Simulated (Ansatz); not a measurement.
## Electronic structure of Si in real space

The calculation's input:

```
crystal:
  lattice:
    - [-2.6290009028, 0.0, 0.0]
    - [-1.3145004514, -2.2767815684, 0.0]
    - [0.0, 0.0, 11.47519629]
  atoms:
    - { symbol: Si, position: [0.0, 0.0, 0.7606228716] }
    - { symbol: Si, position: [0.0, 0.0, 0.1086604102] }
    - { symbol: Si, position: [0.0, 0.0, 0.3259812307] }
    - { symbol: Si, position: [0.0, 0.0, 0.5433020511] }
basis:
  ecutwfc: 500
kpoints:
  mp_grid: { grid: [26, 26, 6] }
hamiltonian:
  xc: r2scan
scf:
  occupations: { method: gaussian, width: 0.15 }
output:
  forces: true
  stress: true
  eigenvalues: true
  write_density: true
  write_potential: true
  elf: true
  volumetric_format: npy
```

Launched as:

```sh
ansatz run input.yaml --threads 2 --pin off --max-ram 5120MiB --backend cpu --events-out ev --progress --plain --runs-dir out
```

Below, planes, directions and counts refer to the conventional cell (a = 2.63 Å, b = 2.63 Å, c = 11.48 Å, α = 90.00°, β = 90.00°, γ = 120.00°).

Space group P6/mmm; a structure from a database of computed crystals, not necessarily the ambient phase; computed pressure about −3 GPa in this cell.

The calculation used Ansatz 0.2.0, DFT r2SCAN, scalar-relativistic, plane waves, PAW.

Core electrons are frozen (PAW), and the valence fields are smoothed inside the atomic spheres.

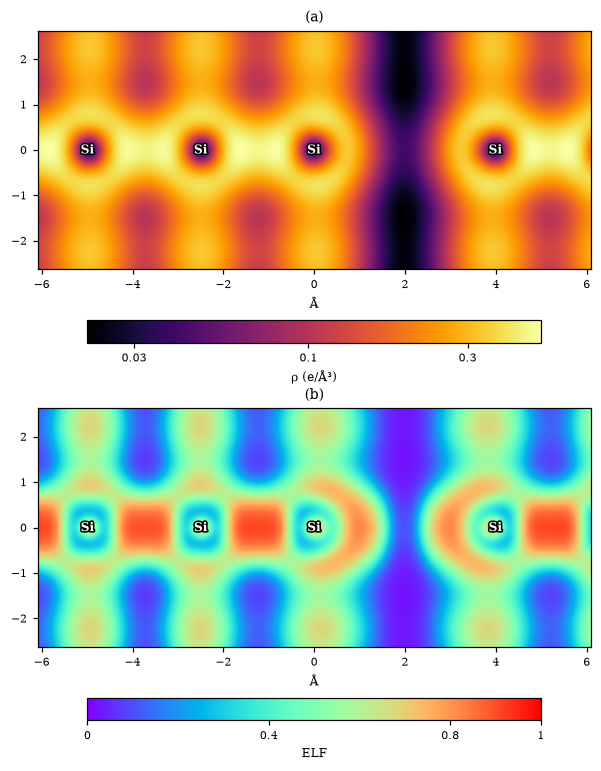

Figure 1. (a) valence charge density (pseudo); (b) electron localisation function on the (110) plane of the conventional cell.

> Read the bonding off the picture.

- Atoms in the plane: Si.
- Si–Si (2.49 Å): ρ is about 0.45 e/Å³ halfway; the ELF peaks at about 0.90 between the atoms.
- Between the atoms the lowest density in this plane is 0.02 e/Å³.
- The ELF also peaks beside Si, away from the bonds: lone-pair regions.

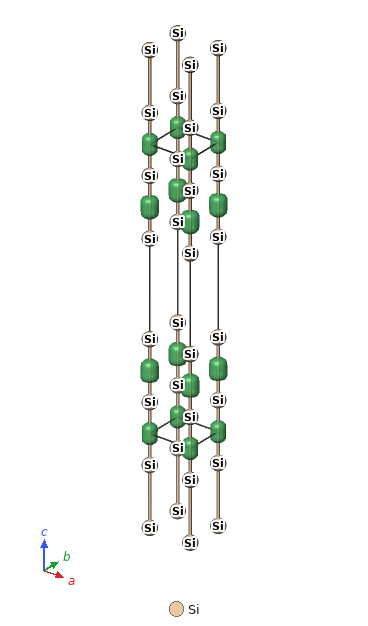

Figure 2. Isosurface of the electron localisation function at 0.85 (green), seen slightly off an axis. Core shells and regions of very low density are left out. Sticks mark near contacts.

> Describe the localisation domains.

The surface consists of three regions between bonded Si–Si atoms, counted in one cell of 4 atoms. Regions shared between cells count once.

> Metal or insulator at this level of theory?

It is metallic or semimetallic at this level of theory: no gap opens.
